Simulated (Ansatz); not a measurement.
## Single-point calculation of SnSe2

SnSe2 (3 atoms in the cell), computed with DFT PBE, scalar-relativistic, plane waves, PAW, no spin polarisation (Ansatz 0.2.0).

The structure derives from an entry of the Crystallography Open Database. It belongs to a series of runs on one base structure; here: strain -0.1000 x Voigt [1, 0, 0, 0, 0, 0], atoms carried along. Figures and captions count atoms from 1; the log counts them from 0 in places.

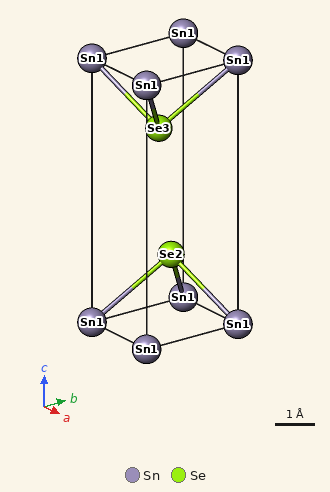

*The structure as given in the input (ball-and-stick view of the cell of the calculation, seen slightly off an axis; atoms are numbered from 1 in the order of the input). An atom can appear more than once, as a periodic image.*

Near neighbours in the periodic cell (some may lie outside the picture): Sn has 6 Se at 2.61 to 2.75 Å; Se has 3 Sn at 2.61 to 2.75 Å.

### Input file
```yaml
crystal:
  lattice:
    - [3.4845721354, 0.0, 0.0]
    - [-1.7422860677, 3.3530311007, 0.0]
    - [0.0, 0.0, 6.9880221146]
  atoms:
    - { symbol: Sn, position: [0.0, 0.0, 0.0] }
    - { symbol: Se, position: [0.3333333333, 0.6666666667, 0.2281493097] }
    - { symbol: Se, position: [0.6666666667, 0.3333333333, 0.7718506903] }
basis:
  ecutwfc: 420
kpoints:
  mp_grid: { grid: [12, 12, 4] }
hamiltonian:
  xc: pbe
scf:
  occupations: { method: gaussian, width: 0.05 }
output:
  forces: true
  stress: true
  eigenvalues: true
  write_density: true
  write_potential: true
  elf: true
  volumetric_format: npy
```

Machine: 1 thread of Arm Neoverse V2, 24 GiB of memory available, shared host.

Launched with:
```bash
ansatz run input.yaml --threads 1 --pin off --max-ram 2560MiB --backend cpu --events-out ev --progress --plain --runs-dir out
```

### Log
```
Engine: ansatz 0.2.0, aarch64-unknown-linux-gnu
Pseudopotentials: kind: paw
Pseudopotential: Sn, paw, valence charge 14, recommended cutoff 420 eV (normal), Sn.paw.azcp
Pseudopotential: Se, paw, valence charge 16, recommended cutoff 420 eV (normal), Se.paw.azcp
Functional definition: PBE
  parameter kappa = 0.804
  parameter beta = 0.06672455060314922
  exchange = pbe_x(kappa = kappa, mu = beta*pi^2/3)
  correlation = pbe_c(beta = beta)
Crystal: 3 atoms, lattice volume = 81.647 Å³
Basis set: ecut = 420 eV, 1597 PW (Γ), exchange–correlation on 48×54×96 points (8 copies of the dense FFT grid, shifted against one another)
Bands: 28, of which v1, the nominal top of the filled ones, is band 23 counted from 1 (22 counted from 0)
Symmetry: 4 space group operations
Space group: C2/m (ITA 12), of the structure as read, at distance tolerance 4.3e-5 Å
k-points: 164 of 576
Non-local potential: Sn, projectors of the file, l = 0: 2, l = 1: 2, l = 2: 2, l = 3: 2
Non-local potential: Se, projectors of the file, l = 0: 2, l = 1: 2, l = 2: 3, l = 3: 1
PAW form: soft (Blöchl's): semilocal exchange-correlation on the pseudo side does not see the compensation charge
PAW one-centre angular grid: Sn, 590 points (default); XC on 64 Gauss nodes
PAW one-centre angular grid: Se, 590 points (default); XC on 64 Gauss nodes
Initial density: superposition of atomic densities (neutral atoms: chi_scale 0, normalization atom), corrected by the library's trained network
Initial wavefunctions: pseudopotential atomic-orbital guess
Functional: x = pbe(κ = 0.804, μ = 0.2195149727645171), c = pbe(β = 0.06672455060314922)
SCF iter   1: F=—  HF=-16963.033819 eV  |F-HF|=—  |Δ(HF+E_count)|=         —  Δρ=1.72e-3  dr2=1.77e-3  ethr=1.77e-3  ⟨swp⟩=6.6  Hψ=20481  notcnv=0
preconditioner: auto → LDOS  [insulator: Δε(μ)=0.072 eV  Ē_g=16.307 eV  σ=0.050 eV  W_gap=0.63  n_scr=22 (ndim 8)  ℏωp=21.0 eV  f_vac=0.180  D(μ)=0.38/eV (n_scr^D=2)  ε∞_Penn≈2.7  β→1.0]
SCF iter   2: F=—  HF=-16963.033574 eV  |F-HF|=—  |Δ(HF+E_count)|=   2.45e-4  Δρ=7.79e-4  dr2=2.10e-3  ethr=3.84e-6  ⟨swp⟩=2.0  Hψ=9690  notcnv=0  defer=159
SCF iter   3: F=—  HF=-16963.033155 eV  |F-HF|=—  |Δ(HF+E_count)|=   4.19e-4  Δρ=3.75e-4  dr2=5.36e-4  ethr=3.84e-6  ⟨swp⟩=2.9  Hψ=8897  notcnv=0  defer=159
SCF iter   4: F=—  HF=-16963.033042 eV  |F-HF|=—  |Δ(HF+E_count)|=   1.12e-4  Δρ=9.76e-5  dr2=2.63e-5  ethr=1.17e-6  ⟨swp⟩=2.0  Hψ=5188  notcnv=0  defer=159
SCF iter   5: F=—  HF=-16963.033014 eV  |F-HF|=—  |Δ(HF+E_count)|=   2.81e-5  Δρ=2.20e-5  dr2=9.87e-7  ethr=5.72e-8  ⟨swp⟩=2.8  Hψ=7643  notcnv=0  defer=159
SCF iter   6: F=-16963.033014 eV  HF=-16963.033014 eV  |F-HF|=2.42e-9  |Δ(HF+E_count)|=   1.75e-8  Δρ=4.14e-6  dr2=2.06e-8  ethr=2.17e-10  ⟨swp⟩=10.8  Hψ=31573  notcnv=0
SCF 1 converged in 6 iterations: F = -16963.033014 eV  dr2 = 2.06e-8
  greatest PAW one-centre occupation: 1.000 electrons in one spin orbital (limit 2), on the Se atom at site 2 (counted from 0), in its partial waves of l = 2
```

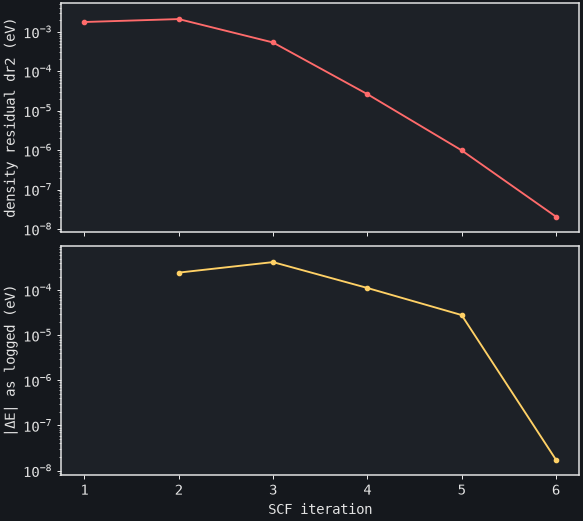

*Convergence of the self-consistent field: density residual dr2 and size of the energy change against the SCF iteration.*

The residual falls almost steadily, with no more than small rises.

```
SCF converged after 6 iterations
Free energy (F): -16963.033014 eV
Harris-Foulkes:  -16963.033014 eV  (|F-HF|=2.42e-9)
Internal energy: -16963.032482 eV  (E = F + TS)
E sigma→0 (E₀):  -16963.032748 eV
Entropy (-TS):   -0.000532 eV (-0.177 meV/atom)
Fermi energy:    7.883268 eV
--- Per-component energies (eV) ---
  E_band       = -894.416899
  E_kinetic    = 428.366712
  E_local      = -6904.485866  (includes V_loc(G=0)·N_el)
  E_nonlocal   = -1222.509173
  E_hartree    = 3511.031453
  E_xc         = -591.203143
  E_vxc        = -293.164580  (∫ρ·V_xc dr)
  E_paw        = -7963.765035  (= ΣΔE_a)
  E_vpaw       = 75.312851  (= ΣTr[D̂ρ^β])
  E_aug_tail   = -0.001187  (compensation charges beyond the density's cutoff)
  E_ewald      = -4220.466245
  E_smearing   = -0.000532  (= −TS)
  E_closure    = 0.000000  (closes the sum)
  Σ components = -16963.033014   (vs F -16963.033014, Δ=0.00e0)
--- Forces (eV/Å), atoms counted from 1 ---
  atom   1  Sn     0.00000000     0.00000000     0.00000000
  atom   2  Se     0.00000000    -0.23306730     0.73343942
  atom   3  Se    -0.00000000     0.23306730    -0.73343942
  max |Σ_I F_I| component: 3.79e-29 eV/Å
--- Stress (GPa, compression-positive) ---
       14.722142       0.000000       0.000000
        0.000000       3.958734      -1.447630
        0.000000      -1.447630       4.741047
  P = ⅓ Tr σ = 7.8073 GPa (78.073 kbar)
--- Band table (eV; the first three rows and the last of 164) ---
  k-point 0: bands = ["-39.4537", "-39.4536", "-39.4534", "-39.4534", "-39.4364", "-39.4363", "-39.4165", "-39.4161", "-39.4161", "-39.4159", "-13.9746", "-13.9233", "-13.8848", "-13.8789", "-13.8652", "-6.8644", "-5.2970", "1.1365", "6.0853", "6.8603", "6.9528", "7.3334", "7.7728", "9.0145", "10.3218", "12.3468", "13.0075", "14.3320"]
  k-point 1: bands = ["-39.4537", "-39.4536", "-39.4534", "-39.4534", "-39.4364", "-39.4363", "-39.4165", "-39.4161", "-39.4161", "-39.4159", "-13.9746", "-13.9233", "-13.8848", "-13.8789", "-13.8652", "-6.8446", "-5.3408", "1.3118", "5.6051", "6.7493", "6.9854", "7.3223", "7.7898", "9.5721", "10.3103", "12.3002", "12.9738", "14.5394"]
  k-point 2: bands = ["-39.4537", "-39.4536", "-39.4534", "-39.4534", "-39.4364", "-39.4363", "-39.4165", "-39.4162", "-39.4161", "-39.4159", "-13.9746", "-13.9233", "-13.8848", "-13.8789", "-13.8652", "-6.8237", "-5.3850", "1.5107", "5.1508", "6.7121", "7.0027", "7.3119", "7.8060", "10.0436", "10.2834", "12.2497", "12.9406", "14.9572"]
  k-point 163: bands = ["-39.4539", "-39.4536", "-39.4527", "-39.4526", "-39.4361", "-39.4361", "-39.4167", "-39.4167", "-39.4149", "-39.4149", "-14.0078", "-13.9198", "-13.9137", "-13.8570", "-13.8227", "-4.9404", "-4.2739", "0.2443", "2.7967", "3.4709", "4.7253", "6.0658", "6.5959", "9.2342", "11.6312", "12.4492", "13.2924", "14.4086"]
```

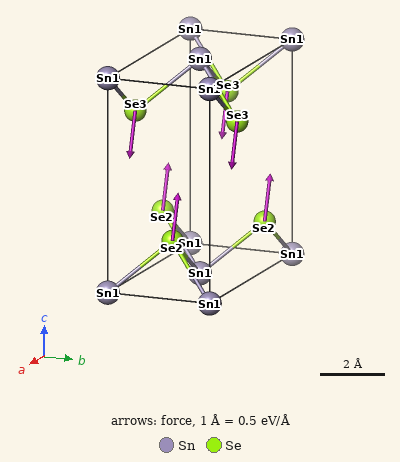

*Forces on the atoms as pink arrows (ball-and-stick view of the cell 2 times as large as that of the calculation, set on its symmetry axes, seen slightly off an axis; atoms are numbered from 1 in the order of the input).*

The largest act on Se2, Se3 (0.77 eV/Å). The geometry is not a stationary point of this energy.

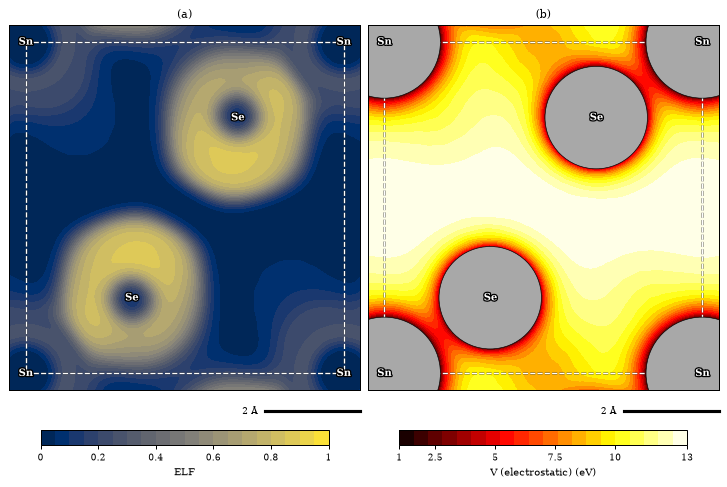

*(a) ELF; (b) electrostatic potential energy of an electron on the (010) plane of the conventional cell. Grey discs, where drawn, cover atomic cores.*

Sn–Se (2.75 Å): the ELF is about 0.60 at the midpoint. Outside the cores the potential energy rises away from the atoms and is highest about 2.8 Å from the nearest atoms; outside the discs it spans about 11 eV, and its zero is arbitrary. The fields are those of the smooth PAW valence density.

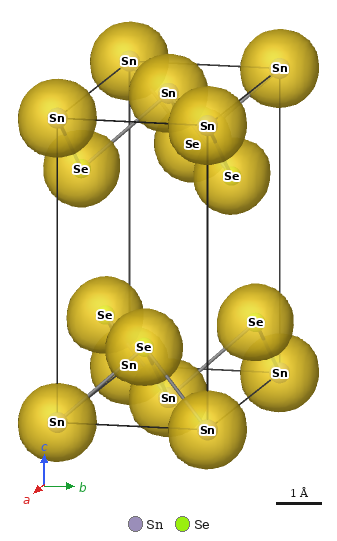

*Isosurface of the valence charge density (pseudo) at 0.8 e/Å³ (yellow), seen slightly off an axis. Sticks mark near contacts. The outline is the cell set on symmetry axes.*

At this value the density breaks into separate islands; it holds about 70 % of the electrons treated as valence (semicore included). It is pinched off along the Sn–Se (2.61 Å) and Sn–Se (2.75 Å) contacts. On the grid the lowest density along these lines, outside the cores, is 0.45 e/Å³ (Sn–Se, 2.61 Å) and 0.36 e/Å³ (Sn–Se, 2.75 Å).

### Summary

- outcome: converged
- space group (tolerance 0.01 Å): C2/m (12)
- electrons treated: 46
- free energy: −16963.0330 eV
- Fermi energy: 7.883 eV
- gap on the k-point mesh: none (metallic)
- pressure: 7.81 GPa
- largest force (length of the vector): 0.770 eV/Å
- wall time: 19 s
- peak memory: 0.52 GiB
